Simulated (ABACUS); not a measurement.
## Single-point calculation at one volume of an equation of state of Ni (part 2 of 3)

Continued. System: Ni (P6₃/mmc, 2 atoms in the cell). Method: Kohn-Sham DFT of a periodic cell, PBE, PseudoDojo NC SR 0.4.1 PBE standard, spin-polarised (ABACUS 3.10.1); cutoff 1360.57 eV, 12×12×7 k-mesh, fermi-dirac of 0.05 eV, collinear spins. The structure derives from a Materials Project entry. It belongs to a series of runs on one base structure; here: volume scaled by 0.94. The settings are looser than a standard set-up, so the numbers are not reference values.

Geometry of the input (Å; fractional positions):
```
2.3980  0.0000  0.0000
-1.1990  2.0768  0.0000
0.0000  0.0000  3.9897
Ni 0.6667  0.3333  0.7500
Ni 0.3333  0.6667  0.2500
```

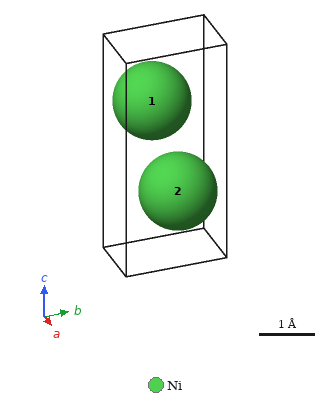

*The structure as given in the input (spheres-only view of the cell of the calculation, seen slightly off an axis; atoms are numbered from 1 in the order of the input).*

## Log, continued
```
----------------------------------------------------------

 LCAO ALGORITHM --------------- ION=   1  ELEC=   7--------------------------------
          total magnetism (Bohr mag/cell) = 1.44972
       absolute magnetism (Bohr mag/cell) = 1.44983
                        nelec for spin up = 18.7249
                      nelec for spin down = 17.2751

 Density error is 0.000210256645781
----------------------------------------------------------
     Energy           Rydberg                 eV
----------------------------------------------------------
 E_KohnSham     -670.5247374559      -9122.9570793545
 E_Harris       -670.5142251345      -9122.8140518838
 E_Fermi        1.8749384733         25.5098466367
----------------------------------------------------------

 LCAO ALGORITHM --------------- ION=   1  ELEC=   8--------------------------------
          total magnetism (Bohr mag/cell) = 1.44955
       absolute magnetism (Bohr mag/cell) = 1.44966
                        nelec for spin up = 18.7248
                      nelec for spin down = 17.2752

 Density error is 2.74682041044e-05
----------------------------------------------------------
     Energy           Rydberg                 eV
----------------------------------------------------------
 E_KohnSham     -670.5247375039      -9122.9570800070
 E_Harris       -670.5217271191      -9122.9161216205
 E_Fermi        1.8750739077         25.5116893158
----------------------------------------------------------

 LCAO ALGORITHM --------------- ION=   1  ELEC=   9--------------------------------
          total magnetism (Bohr mag/cell) = 1.45011
       absolute magnetism (Bohr mag/cell) = 1.45021
                        nelec for spin up = 18.7251
                      nelec for spin down = 17.2749

 Density error is 6.53864391673e-06
----------------------------------------------------------
     Energy           Rydberg                 eV
----------------------------------------------------------
 E_KohnSham     -670.5247375150      -9122.9570801579
 E_Harris       -670.5247653915      -9122.9574594380
 E_Fermi        1.8751521386         25.5127537014
----------------------------------------------------------

 LCAO ALGORITHM --------------- ION=   1  ELEC=  10--------------------------------
          total magnetism (Bohr mag/cell) = 1.45013
       absolute magnetism (Bohr mag/cell) = 1.45024
                        nelec for spin up = 18.7251
                      nelec for spin down = 17.2749

 Density error is 3.30842502804e-06
----------------------------------------------------------
     Energy           Rydberg                 eV
----------------------------------------------------------
 E_KohnSham     -670.5247375148      -9122.9570801553
 E_Harris       -670.5247153921      -9122.9567791605
 E_Fermi        1.8751519874         25.5127516442
----------------------------------------------------------

 LCAO ALGORITHM --------------- ION=   1  ELEC=  11--------------------------------
          total magnetism (Bohr mag/cell) = 1.45012
       absolute magnetism (Bohr mag/cell) = 1.45022
                        nelec for spin up = 18.7251
                      nelec for spin down = 17.2749

 Density error is 1.35907263505e-06
----------------------------------------------------------
     Energy           Rydberg                 eV
----------------------------------------------------------
 E_KohnSham     -670.5247375151      -9122.9570801600
 E_Harris       -670.5247186178      -9122.9568230488
 E_Fermi        1.8751517407         25.5127482881
----------------------------------------------------------

 LCAO ALGORITHM --------------- ION=   1  ELEC=  12--------------------------------
          total magnetism (Bohr mag/cell) = 1.45011
       absolute magnetism (Bohr mag/cell) = 1.45022
                        nelec for spin up = 18.7251
                      nelec for spin down = 17.2749

 Density error is 2.20694271631e-07
----------------------------------------------------------
     Energy           Rydberg                 eV
----------------------------------------------------------
 E_KohnSham     -670.5247375151      -9122.9570801595
 E_Harris       -670.5247438833      -9122.9571668034
 E_Fermi        1.8751522899         25.5127557609
----------------------------------------------------------

 LCAO ALGORITHM --------------- ION=   1  ELEC=  13--------------------------------
          total magnetism (Bohr mag/cell) = 1.45011
       absolute magnetism (Bohr mag/cell) = 1.45022
                        nelec for spin up = 18.7251
                      nelec for spin down = 17.2749

 Density error is 1.08915718663e-07
----------------------------------------------------------
     Energy           Rydberg                 eV
----------------------------------------------------------
 E_KohnSham     -670.5247375149      -9122.9570801567
 E_Harris       -670.5247522305      -9122.9572803735
 E_Fermi        1.8751524964         25.5127585693
----------------------------------------------------------

 LCAO ALGORITHM --------------- ION=   1  ELEC=  14--------------------------------
          total magnetism (Bohr mag/cell) = 1.45011
       absolute magnetism (Bohr mag/cell) = 1.45022
                        nelec for spin up = 18.7251
                      nelec for spin down = 17.2749

 Density error is 3.06677521098e-08
----------------------------------------------------------
     Energy           Rydberg                 eV
----------------------------------------------------------
 E_KohnSham     -670.5247375148      -9122.9570801562
 E_KS(sigma->0) -670.5236280492      -9122.9419851012
 E_Harris       -670.5247368158      -9122.9570706447
 E_band         -22.2244624591       -302.3793244315
 E_one_elec     -313.4206763001      -4264.3070686954
 E_Hartree      191.2208991954       2601.6938057414
 E_xc           -87.6461416736       -1192.4869344760
 E_Ewald        -460.6765998052      -6267.8266926161
 E_entropy(-TS) -0.0022189314        -0.0301901100
 E_descf        0.0000000000         0.0000000000
 E_exx          0.0000000000         0.0000000000
 E_Fermi        1.8751521669         25.5127540874
----------------------------------------------------------

 charge density convergence is achieved
 final etot is -9122.9570802 eV
 EFERMI = 25.512754087 eV

 STATE ENERGY(eV) AND OCCUPATIONS    NSPIN == 2
SPIN UP :
 1/76 kpoint (Cartesian) = 0.0000 0.0000 0.0000 (566 pws)
       1       -76.5371    0.000992063
       2       -76.4800    0.000992063
       3       -37.5039    0.000992063
       4       -37.2431    0.000992063
       5       -37.2431    0.000992063
       6       -37.1976    0.000992063
       7       -37.1976    0.000992063
       8       -37.1612    0.000992063
       9        11.2428    0.000992063
      10        17.7357    0.000992063
      11        22.3150    0.000992063
      12        22.5245    0.000992063
      13        22.5245    0.000992063
      14        22.8846    0.000992063
      15        22.8846    0.000992063
      16        23.5427    0.000992063
      17        23.5427    0.000992063
      18        24.7698    0.000992063
      19        24.7698    0.000992063
      20        29.9083    6.56853e-42

 2/76 kpoint (Cartesian) = -0.034750 0.020063 0.0000 (572 pws)
       1       -76.5328     0.00595238
       2       -76.4776     0.00595238
       3       -37.4966     0.00595238
       4       -37.2643     0.00595238
       5       -37.2492     0.00595238
       6       -37.2197     0.00595238
       7       -37.2011     0.00595238
       8       -37.1638     0.00595238
       9        11.5165     0.00595238
      10        17.9851     0.00595238
      11        22.1772     0.00595238
      12        22.6293     0.00595238
      13        22.6729     0.00595238
      14        22.8082     0.00595238
      15        23.0168     0.00595238
      16        23.3918     0.00595238
      17        23.4552     0.00595238
      18        24.4625     0.00595238
      19        24.8023     0.00595238
      20        29.9222    2.98091e-41

 3/76 kpoint (Cartesian) = -0.069501 0.040126 0.0000 (574 pws)
       1       -76.5210     0.00595238
       2       -76.4714     0.00595238
       3       -37.4755     0.00595238
       4       -37.3221     0.00595238
       5       -37.2792     0.00595238
       6       -37.2656     0.00595238
       7       -37.2110     0.00595238
       8       -37.1721     0.00595238
       9        12.3210     0.00595238
      10        18.6865     0.00595238
      11        21.8919     0.00595238
      12        22.5331     0.00595238
      13        22.8284     0.00595238
      14        22.9797     0.00595238
      15        23.0895     0.00595238
      16        23.2386     0.00595238
      17        23.3860     0.00595238
      18        23.8701     0.00595238
      19        24.8692     0.00595237
      20        30.0222    4.03698e-42

 4/76 kpoint (Cartesian) = -0.10425 0.060190 0.0000 (584 pws)
       1       -76.5043     0.00595238
       2       -76.4640     0.00595238
       3       -37.4432     0.00595238
       4       -37.4001     0.00595238
       5       -37.3581     0.00595238
       6       -37.2873     0.00595238
       7       -37.2249     0.00595238
       8       -37.1862     0.00595238
       9        13.6067     0.00595238
      10        19.5692     0.00595238
      11        21.8015     0.00595238
      12        21.8884     0.00595238
      13        22.2715     0.00595238
      14        22.9760     0.00595238
      15        23.4236     0.00595238
      16        23.4852     0.00595238
      17        23.6861     0.00595238
      18        23.9124     0.00595238
      19        24.9287     0.00595233
      20        30.4986    2.93954e-46

 5/76 kpoint (Cartesian) = -0.13900 0.080253 0.0000 (576 pws)
       1       -76.4871     0.00595238
       2       -76.4587     0.00595238
       3       -37.4759     0.00595238
       4       -37.4312     0.00595238
       5       -37.4045     0.00595238
       6       -37.3082     0.00595238
       7       -37.2392     0.00595238
       8       -37.2060     0.00595238
       9        15.2787     0.00595238
      10        19.8468     0.00595238
      11        21.0114     0.00595238
      12        22.0204     0.00595238
      13        22.6391     0.00595238
      14        22.7373     0.00595238
      15        23.0930     0.00595238
      16        24.2496     0.00595238
      17        24.3103     0.00595238
      18        24.4737     0.00595238
      19        24.9660     0.00595227
      20        32.1703    8.86240e-61

 6/76 kpoint (Cartesian) = -0.17375 0.10032 0.0000 (576 pws)
       1       -76.4755     0.00595238
       2       -76.4527     0.00595238
       3       -37.5352     0.00595238
       4       -37.4777     0.00595238
       5       -37.3683     0.00595238
       6       -37.3233     0.00595238
       7       -37.2498     0.00595238
       8       -37.2280     0.00595238
       9        17.0859     0.00595238
      10        19.5759     0.00595238
      11        20.4426     0.00595238
      12        22.1353     0.00595238
      13        22.5730     0.00595238
      14        22.8701     0.00595238
      15        23.2040     0.00595238
      16        24.7728     0.00595238
      17        24.9224     0.00595234
      18        24.9838     0.00595223
      19        25.3881     0.00549813
      20        32.5947    1.82698e-64

[... levels at 146 further k points ...]

-------------------------------------------------
 Total Magnetism (uB)
-------------------------------------------------
                        Ni1         0.7250571835
                        Ni2         0.7250571835
-------------------------------------------------

 correction force for each atom along direction 1 is 1.36254e-14
 correction force for each atom along direction 2 is 1.20082e-14
 correction force for each atom along direction 3 is 3.80390e-14
------------------------------------------------------------------------------------------
 TOTAL-FORCE (eV/Angstrom)
------------------------------------------------------------------------------------------
                       Ni1         0.0000000000         0.0000000000         0.0000000000
                       Ni2         0.0000000000         0.0000000000         0.0000000000
------------------------------------------------------------------------------------------

----------------------------------------------------------------
 TOTAL-STRESS (KBAR)
----------------------------------------------------------------
       701.9551554111         0.0000000169         0.0000000000
         0.0000000169       701.9551553723        -0.0000000000
         0.0000000000         0.0000000000       637.4349383595
----------------------------------------------------------------
 TOTAL-PRESSURE: 680.448416 KBAR

 --------------------------------------------
 !FINAL_ETOT_IS -9122.9570801562440465 eV
 --------------------------------------------
```

## Standard output
```
ABACUS v3.10.1

               Atomic-orbital Based Ab-initio Computation at UStc

%%%%%%%%%%%%%%%%%%%%%%%%%%%%%%%%%%%%%%%%%%%%%%%%%%%%%%%%%%%%%%%%%%%%%%%%%%%%%%%%%%%%%%%%%%%%%%%%%%%%%%%%%
 Warning: the number of valence electrons in pseudopotential > 10 for Ni: [Ar] 3d8 4s2
 Pseudopotentials with additional electrons can yield (more) accurate outcomes, but may be less efficient.
 If you're confident that your chosen pseudopotential is appropriate, you can safely ignore this warning.
%%%%%%%%%%%%%%%%%%%%%%%%%%%%%%%%%%%%%%%%%%%%%%%%%%%%%%%%%%%%%%%%%%%%%%%%%%%%%%%%%%%%%%%%%%%%%%%%%%%%%%%%%

 UNIFORM GRID DIM        : 30 * 30 * 48
 UNIFORM GRID DIM(BIG)   : 6 * 6 * 12
 ---------------------------------------------------------
 Self-consistent calculations for electrons
 ---------------------------------------------------------
 SPIN    KPOINTS         PROCESSORS  THREADS     NBASE
 2       152             4           4           20
 ---------------------------------------------------------
 Use Systematically Improvable Atomic bases
 ---------------------------------------------------------
 ELEMENT ORBITALS        NBASE       NATOM       XC
 Ni      2s1p1d-7au      10          2
 ---------------------------------------------------------
 Initial plane wave basis and FFT box
 ---------------------------------------------------------
 -------------------------------------------
 SELF-CONSISTENT :
 -------------------------------------------
 START CHARGE      : atomic
 ITER      TMAG       AMAG        ETOT/eV          EDIFF/eV         DRHO     TIME/s
 GE1      1.15e+00   1.15e+00  -9.12332399e+03   0.00000000e+00   7.7403e-02   1.87
 GE2      1.01e+00   1.02e+00  -9.12303393e+03   2.90065820e-01   3.4845e-02   1.75
 GE3      1.22e+00   1.23e+00  -9.12291319e+03   1.20735356e-01   1.5895e-02   1.88
 GE4      1.40e+00   1.40e+00  -9.12295588e+03  -4.26848268e-02   3.0472e-03   1.73
 GE5      1.44e+00   1.44e+00  -9.12295700e+03  -1.12646018e-03   1.0262e-03   1.74
 GE6      1.45e+00   1.45e+00  -9.12295707e+03  -6.34536284e-05   4.5658e-04   1.65
 GE7      1.45e+00   1.45e+00  -9.12295708e+03  -1.18882102e-05   2.1026e-04   1.66
 GE8      1.45e+00   1.45e+00  -9.12295708e+03  -6.52477271e-07   2.7468e-05   1.64
 GE9      1.45e+00   1.45e+00  -9.12295708e+03  -1.50910901e-07   6.5386e-06   1.69
 GE10     1.45e+00   1.45e+00  -9.12295708e+03   2.62644735e-09   3.3084e-06   1.71
 GE11     1.45e+00   1.45e+00  -9.12295708e+03  -4.72543972e-09   1.3591e-06   1.71
 GE12     1.45e+00   1.45e+00  -9.12295708e+03   5.70765060e-10   2.2069e-07   1.65
 GE13     1.45e+00   1.45e+00  -9.12295708e+03   2.80896843e-09   1.0892e-07   1.63
 GE14     1.45e+00   1.45e+00  -9.12295708e+03   4.09899027e-10   3.0668e-08   1.60
----------------------------------------------------------------
 TOTAL-STRESS (KBAR)
----------------------------------------------------------------
       701.9551554111         0.0000000169         0.0000000000
         0.0000000169       701.9551553723        -0.0000000000
         0.0000000000         0.0000000000       637.4349383595
----------------------------------------------------------------
 TOTAL-PRESSURE: 680.448416 KBAR
```

## File mulliken.txt
```
 0
CALCULATE THE MULLIkEN ANALYSIS FOR EACH ATOM
 Total charge of spin 1:	18.73
 Total charge of spin 2:	17.27
 Total charge:	36
Decomposed Mulliken populations
0                             Zeta of Ni              Spin 1              Spin 2                 Sum                Diff
s                                      0              1.0023              1.0023              2.0047              0.0000
s                                      1              0.6202              0.6237              1.2439             -0.0034
SUM OVER M+Zeta                                       1.6226              1.6260              3.2485             -0.0034

pz                                     0              0.9998              0.9998              1.9996              0.0000
px                                     0              0.9997              0.9997              1.9994              0.0000
py                                     0              0.9999              0.9998              1.9997              0.0000
SUM OVER M                                            2.9994              2.9994              5.9988              0.0001
SUM OVER M+Zeta                                       2.9994              2.9994              5.9988              0.0001

dz^2                                   0              0.9356              0.7660              1.7016              0.1696
dxz                                    0              0.9452              0.8311              1.7763              0.1141
dyz                                    0              0.9680              0.8343              1.8024              0.1337
dx^2-y^2                               0              0.9347              0.7485              1.6832              0.1862
dxy                                    0              0.9570              0.8322              1.7892              0.1248
SUM OVER M                                            4.7406              4.0121              8.7527              0.7284
SUM OVER M+Zeta                                       4.7406              4.0121              8.7527              0.7284

SUM OVER M+Zeta+L                                     9.3625              8.6375             18.0000              0.7251

Total Charge on atom:                 Ni             18.0000
Total Magnetism on atom:              Ni              0.7251


1                             Zeta of Ni              Spin 1              Spin 2                 Sum                Diff
s                                      0              1.0023              1.0023              2.0047              0.0000
s                                      1              0.6202              0.6237              1.2439             -0.0034
SUM OVER M+Zeta                                       1.6226              1.6260              3.2485             -0.0034

pz                                     0              0.9998              0.9998              1.9996              0.0000
px                                     0              0.9997              0.9997              1.9994              0.0000
py                                     0              0.9999              0.9998              1.9997              0.0000
SUM OVER M                                            2.9994              2.9994              5.9988              0.0001
SUM OVER M+Zeta                                       2.9994              2.9994              5.9988              0.0001
```
